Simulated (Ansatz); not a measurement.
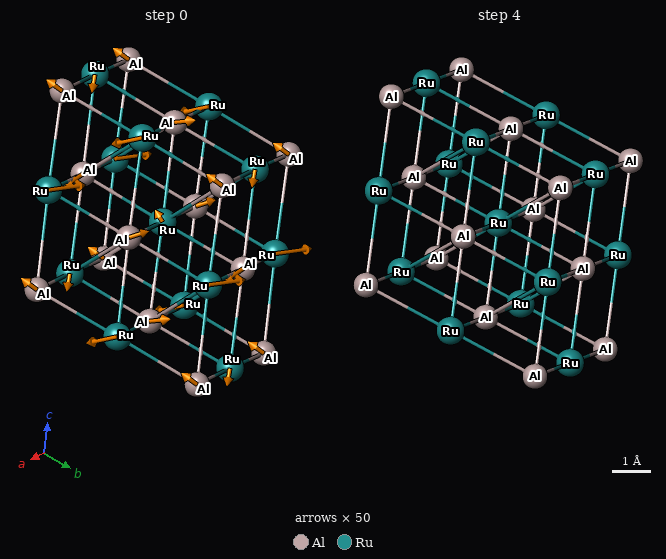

The structure of crystalline AlRu (set up in P1) before (left) and after (right) a relaxation, at one scale. The orange arrows give the displacements (the part carried along by the change of the cell is left out), 50 times their true length.

The picture is a ball-and-stick view of the cell of the calculation, seen slightly off an axis.

Case: cell sheared at random, sigma 0.06, atoms nudged by 0.01 Å; relaxed back.

Computed with DFT PBEsol, scalar-relativistic, plane waves, PAW in Ansatz.

Input file:
```yaml
crystal:
  lattice:
    - [-2.9434810465, 2.8742485558, 3.0798304062]
    - [2.7175835543, -2.9710609394, 2.9507452975]
    - [3.1042296181, 3.131809511, -3.1766427897]
  atoms:
    - { symbol: Al, position: [0.4975715371, 0.0012971401, 0.5018599497] }
    - { symbol: Al, position: [-0.0003683067, 0.4975202654, 0.4979897126] }
    - { symbol: Al, position: [-0.0009963406, 0.0017930542, -0.0006380383] }
    - { symbol: Al, position: [0.4978249732, 0.4966484937, -0.0022165181] }
    - { symbol: Ru, position: [0.4996876979, 0.5010332239, 0.4989603842] }
    - { symbol: Ru, position: [0.0027304647, -0.0031874033, 0.4982646] }
    - { symbol: Ru, position: [0.003557847, 0.5048405878, 0.003577505] }
    - { symbol: Ru, position: [0.4999921274, 5.46381e-05, 0.002202405] }
basis:
  ecutwfc: 420
kpoints:
  mp_grid: { grid: [8, 8, 8] }
hamiltonian:
  xc: pbesol
scf:
  occupations: { method: gaussian, width: 0.15 }
output:
  forces: true
  stress: true
  eigenvalues: true
relax:
  adjacent_minimum: "off"
  f_tol: 0.01
  max_steps: 80
  cell: { stress_tol: 0.1 }
```

Launched with:
```bash
ansatz run input.yaml --threads 2 --pin off --max-ram 5120MiB --backend cpu --events-out ev --progress --plain --runs-dir out
```

Question: What changed between the two?

Answer: The largest move relative to the cell is that of Ru6, 0.026 Å along [−2 2 1]. Largest moves by element: Ru 0.026 Å, Al 0.019 Å. The drawn cell changes as follows: a 5.139 → 5.155 Å (+0.3 %), b 4.992 → 5.155 Å (+3.3 %), c 5.435 → 5.156 Å (−5.1 %), α 112.2° → 109.5°, β 110.8° → 109.5°, γ 106.9° → 109.5°; the volume changes by +0.3 %. Among the contacts that change: Al2–Ru7 2.727 → 2.578 Å, Al1–Ru8 2.718 → 2.578 Å, Ru6–Ru7 2.879 → 2.976 Å, Al1–Ru5 2.495 → 2.577 Å. Within 0.06 Å the space group is P-1 at the start and Pm-3m at the end; at a tighter tolerance small leftover displacements or strains of the cell lower it. After 3 accepted moves (4 points after the start) the energy has fallen by 0.449 eV per cell of the calculation. Largest force component: 0.31 eV/Å at the start, 0.0012 eV/Å at the end. The pressure goes from 2.19 to 0.03 GPa. At 1 point the geometry stayed and the basis and grid were re-selected for the new cell (energy shift of 1.2 meV per cell of the calculation at most each time).
